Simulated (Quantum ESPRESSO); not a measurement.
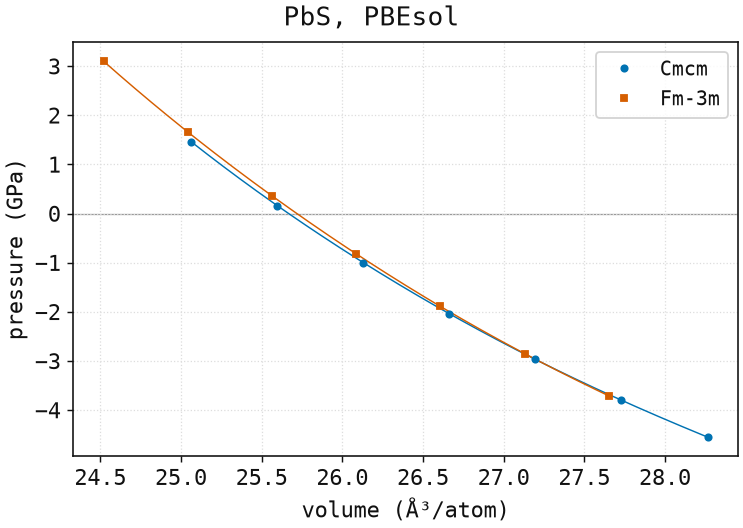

Plotted: pressure against volume, with one curve for each structure, for PbS.

Method: plane-wave DFT, no spin polarisation; energies at scaled volumes of the given cell, shape and fractions fixed, counted from the fit's minimum, third-order Birch-Murnaghan fit (Quantum ESPRESSO 7.5). Level: PBEsol.

- occupations: Fermi–Dirac
- smearing width: 0.05 eV

Settings that differ: Cmcm: density cutoff 4900 eV, wave cutoff 612 eV, k mesh 7×7×6, potentials GBRV-1.5-PBEsol; Fm-3m: density cutoff 3050 eV, wave cutoff 762 eV, k mesh 8×8×8, potentials PseudoDojo-0.4.1-SR-PBEsol-standard.

The numbers behind the figure:

Cmcm:
```json
{"volume (Å³/atom)": "25.06", "pressure (GPa)": "1.46"}
{"volume (Å³/atom)": "25.60", "pressure (GPa)": "0.16"}
{"volume (Å³/atom)": "26.13", "pressure (GPa)": "-1.00"}
{"volume (Å³/atom)": "26.66", "pressure (GPa)": "-2.04"}
{"volume (Å³/atom)": "27.20", "pressure (GPa)": "-2.97"}
{"volume (Å³/atom)": "27.73", "pressure (GPa)": "-3.80"}
{"volume (Å³/atom)": "28.26", "pressure (GPa)": "-4.55"}
```

Fm-3m:
```json
{"volume (Å³/atom)": "24.52", "pressure (GPa)": "3.10"}
{"volume (Å³/atom)": "25.04", "pressure (GPa)": "1.66"}
{"volume (Å³/atom)": "25.56", "pressure (GPa)": "0.36"}
{"volume (Å³/atom)": "26.09", "pressure (GPa)": "-0.82"}
{"volume (Å³/atom)": "26.61", "pressure (GPa)": "-1.89"}
{"volume (Å³/atom)": "27.13", "pressure (GPa)": "-2.85"}
{"volume (Å³/atom)": "27.65", "pressure (GPa)": "-3.71"}
```

Limits of the calculation: spin-orbit coupling left out, heavy elements; shape and atomic fractions are frozen while scaling, which makes layered, chain and framework solids too stiff.
